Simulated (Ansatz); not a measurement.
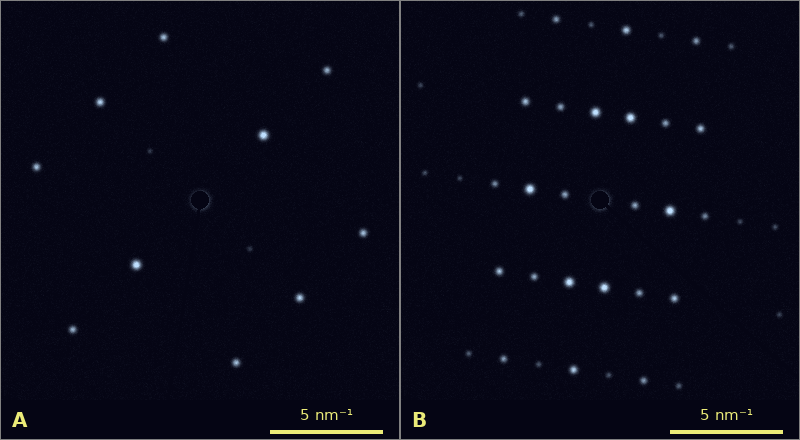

Kinematic electron diffraction patterns (300 kV, B = 0.5 Å², same scale, each along a low-index zone) of two structures of composition GaAs, each relaxed at zero pressure with DFT PBE, scalar-relativistic, plane waves, PAW in Ansatz 0.2.0.

The structures (standard cells):
1. Cmcm (No. 63), a = 3.642 Å, b = 12.544 Å, c = 3.675 Å, 8 atoms; generated start, possibly hypothetical
2. P4/mmm (No. 123), a = 3.180 Å, c = 3.834 Å, 2 atoms; generated start, possibly hypothetical

**Which pattern belongs to which structure, and along which zone?**

A is structure 2 along [101] or an equivalent direction: rectangular net of 0 1 0 (weak) at d = 3.18 Å and 1 0 -1 at d = 2.45 Å, 90.0° apart (some points of this net are extinct or too weak to see). B is structure 1 along [101] or an equivalent direction: centred rectangular net of 0 2 0 at d = 6.27 Å and 1 1 -1 at d = 2.53 Å, 78.3° apart (some points of this net are extinct or too weak to see).

**Rank the structures by their computed energy.**

Structure 1 (Cmcm, 20.99 Å³ an atom) is the lowest of these; structure 2 (P4/mmm, 19.38 Å³ an atom) lies about 160 meV an atom higher. These are static energies at 0 K; other structures, not shown, may lie lower still.
